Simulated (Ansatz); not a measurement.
# C: 8 runs along one coordinate

System: C (8 atoms in the cell).
Method: DFT r2SCAN, scalar-relativistic, plane waves, PAW, no spin polarisation (Ansatz 0.2.0).

The 8 runs differ only in the geometry, by a strain of the cell at fixed fractional positions. Against run 4, the strain is εxx = η. The structure derives from a Materials Project entry.

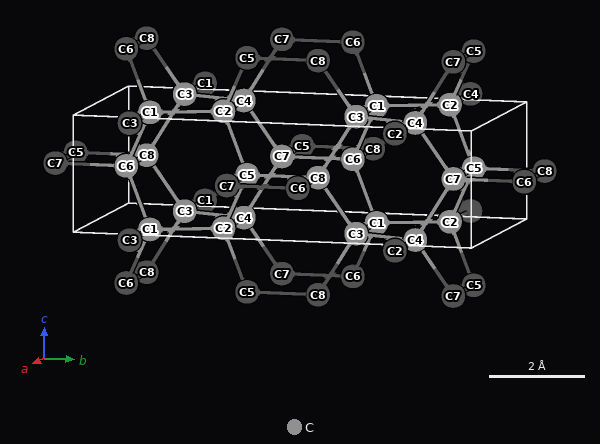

Figure 1. The structure of run 4 (ball-and-stick view of the cell 2 times as large as that of the calculation, set on its symmetry axes, seen slightly off an axis; neighbours outside the cell are drawn fainter; atoms are numbered from 1 in the order of the input). An atom can appear more than once, as a periodic image.

## Input of run 4
```yaml
crystal:
  lattice:
    - [2.2001209912, -4.3694582406, 0.0]
    - [2.2001209912, 4.3694582406, 0.0]
    - [0.0, 0.0, 2.5047085935]
  atoms:
    - { symbol: C, position: [0.6481731446, 0.9813388589, 0.0] }
    - { symbol: C, position: [0.3518268554, 0.0186611411, 0.0] }
    - { symbol: C, position: [0.0186611411, 0.3518268554, 0.0] }
    - { symbol: C, position: [0.9813388589, 0.6481731446, 0.0] }
    - { symbol: C, position: [0.4047354045, 0.2263276525, 0.5] }
    - { symbol: C, position: [0.5952645955, 0.7736723475, 0.5] }
    - { symbol: C, position: [0.7736723475, 0.5952645955, 0.5] }
    - { symbol: C, position: [0.2263276525, 0.4047354045, 0.5] }
basis:
  ecutwfc: 500
kpoints:
  mp_grid: { grid: [6, 6, 10] }
hamiltonian:
  xc: r2scan
scf:
  occupations: { method: gaussian, width: 0.05 }
output:
  forces: true
  stress: true
  eigenvalues: true
```

Command:
```bash
ansatz run input.yaml --threads 2 --pin off --max-ram 5120MiB --backend cpu --events-out ev --progress --plain --runs-dir out
```

Run 5 differs from it as follows:
```diff
-    - [2.2001209912, -4.3694582406, 0.0]
-    - [2.2001209912, 4.3694582406, 0.0]
+    - [2.2796434366, -4.3694582406, 0.0]
+    - [2.2796434366, 4.3694582406, 0.0]
```

## Results, with one run withheld

```tsv
run	strain parameter η (%)	free energy per atom, from the lowest run given (meV)	pressure (GPa)	gap on the mesh (eV)
1	−14.4578	344.61	74.26	2.22
2	−10.8434	121.01	42.54	2.97
3	−7.2289	5.92	18.37	3.28
4	0.0000	0.00	−13.92	3.76
5	3.6145	?	?	?
6	7.2289	179.38	−32.12	2.31
7	9.0313	242.00	−35.17	1.87
8	10.8434	310.08	−37.76	1.43
```

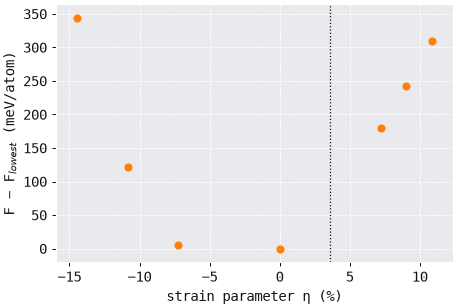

Figure 2. Free energy per atom of the runs given; the dotted line marks run 5.

Estimate the energy of run 5 from the others.

A cubic polynomial in the coordinate, fitted to the 7 runs given, misses them by at most 3.66 meV per atom. With x = η + 0.7752, it reads F = −14.254 + 12.341 x + 2.0032 x² − 0.058898 x³ (meV per atom). At run 5 it gives 73.54 meV per atom, and the run itself gives 72.97. The fit has its minimum at η = −3.5226 %. The miss comes from the order of the polynomial or from scatter in that run; these data can't tell which. The gap on the mesh lies between 1.43 eV (run 8) and 3.76 eV (run 4); run 5 has 3.31 eV. These are gaps of this functional on this mesh, which can miss the band edges; they aren't the measured gap.

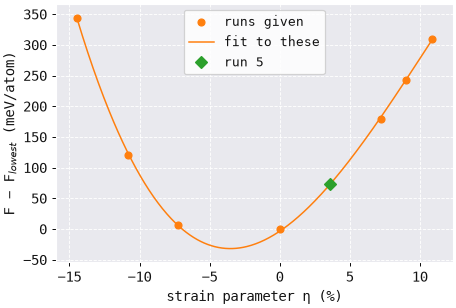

Figure 3. The fit and the withheld run.

## Output, shortened to warnings, some set-up lines, iterations and results (run 5)
```
Basis set: ecut = 500 eV, 1287 PW (Γ), exchange–correlation on 144×144×80 points (64 copies of the dense FFT grid, shifted against one another)
Symmetry: 8 space group operations
k-points: 78 of 360
Initial density: superposition of atomic densities (neutral atoms: chi_scale 0, normalization atom), corrected by the library's trained network
[...]
SCF iter   1: F=—  HF=-2010.314685 eV  |F-HF|=—  |Δ(HF+E_count)|=         —  Δρ=9.81e-3  dr2=1.77e-2  dr2_τ=1.24e0  ethr=1.77e-3  ⟨swp⟩=6.0  Hψ=9162  notcnv=0  defer=34
SCF iter   2: F=—  HF=-2010.510179 eV  |F-HF|=—  |Δ(HF+E_count)|=   1.95e-1  Δρ=5.71e-3  dr2=5.10e-3  dr2_τ=2.66e-4  ethr=5.54e-5  ⟨swp⟩=2.0  Hψ=4175  notcnv=0  defer=196
SCF iter   3: F=—  HF=-2010.511103 eV  |F-HF|=—  |Δ(HF+E_count)|=   9.24e-4  Δρ=1.39e-3  dr2=2.36e-3  dr2_τ=1.20e-4  ethr=1.59e-5  ⟨swp⟩=2.1  Hψ=2609  notcnv=0  defer=118
SCF iter   4: F=—  HF=-2010.510457 eV  |F-HF|=—  |Δ(HF+E_count)|=   6.47e-4  Δρ=4.20e-4  dr2=8.92e-5  dr2_τ=1.59e-5  ethr=7.38e-6  ⟨swp⟩=2.0  Hψ=2569  notcnv=0  defer=118
SCF iter   5: F=—  HF=-2010.510442 eV  |F-HF|=—  |Δ(HF+E_count)|=   1.41e-5  Δρ=1.26e-4  dr2=3.90e-6  dr2_τ=3.49e-7  ethr=2.79e-7  ⟨swp⟩=2.0  Hψ=2548  notcnv=0  defer=118
SCF iter   6: F=—  HF=-2010.510443 eV  |F-HF|=—  |Δ(HF+E_count)|=   6.21e-7  Δρ=4.14e-5  dr2=3.56e-7  dr2_τ=3.99e-8  ethr=1.22e-8  ⟨swp⟩=2.0  Hψ=2889  notcnv=0  defer=118
SCF iter   7: F=-2010.510443 eV  HF=-2010.510443 eV  |F-HF|=1.02e-8  |Δ(HF+E_count)|=   1.41e-7  Δρ=6.51e-6  dr2=5.91e-9  dr2_τ=9.55e-10  ethr=3.13e-10  ⟨swp⟩=9.2  Hψ=8310  …
SCF 1 converged in 7 iterations: F = -2010.510443 eV  dr2 = 5.91e-9
SCF converged after 7 iterations
Free energy (F): -2010.510443 eV
Harris-Foulkes:  -2010.510443 eV  (|F-HF|=1.02e-8)
Internal energy: -2010.510443 eV  (E = F + TS)
E sigma→0 (E₀):  -2010.510443 eV
Fermi energy:    13.360133 eV
--- Per-component energies (eV) ---
  E_band       = 83.621063
  E_kinetic    = 717.465997
  E_local      = -554.518880  (includes V_loc(G=0)·N_el)
  E_nonlocal   = 207.756465
  E_hartree    = 128.899894
  E_xc         = -377.988115
  E_vxc        = -522.193609  (∫ρ·V_xc dr)
  E_paw        = -804.101627  (= ΣΔE_a)
  E_vpaw       = -50.436537  (= ΣTr[D̂ρ^β])
  E_aug_tail   = 0.000034  (compensation charges beyond the density's cutoff)
  E_vtau       = 27.747472  (kinetic-family band-sum trace: ∫τ·v_τ [+ j·A + Jᵃ·Aᵃ] dr)
  E_ewald      = -1327.826021
  E_core_change = -0.198190  (= ΣΔE_core)
  E_smearing   = -0.000000  (= −TS)
  E_closure    = -0.000000  (closes the sum)
  Σ components = -2010.510443   (vs F -2010.510443, Δ=0.00e0)
--- Forces (eV/Å), atoms counted from 1 ---
  atom   1  C     -0.58857030    -0.24068289     0.00000000
  atom   2  C      0.58857030     0.24068289     0.00000000
  atom   3  C      0.58857030    -0.24068289     0.00000000
  atom   4  C     -0.58857030     0.24068289     0.00000000
  atom   5  C      0.26501894    -0.09407362     0.00000000
  atom   6  C     -0.26501894     0.09407362     0.00000000
  atom   7  C     -0.26501894    -0.09407362     0.00000000
  atom   8  C      0.26501894     0.09407362     0.00000000
  max |Σ_I F_I| component: 1.67e-16 eV/Å
--- Stress (GPa, compression-positive) ---
      -67.318834       0.000000       0.000000
        0.000000      -4.155624       0.000000
        0.000000       0.000000      -1.622369
  P = ⅓ Tr σ = -24.3656 GPa (-243.656 kbar)
```
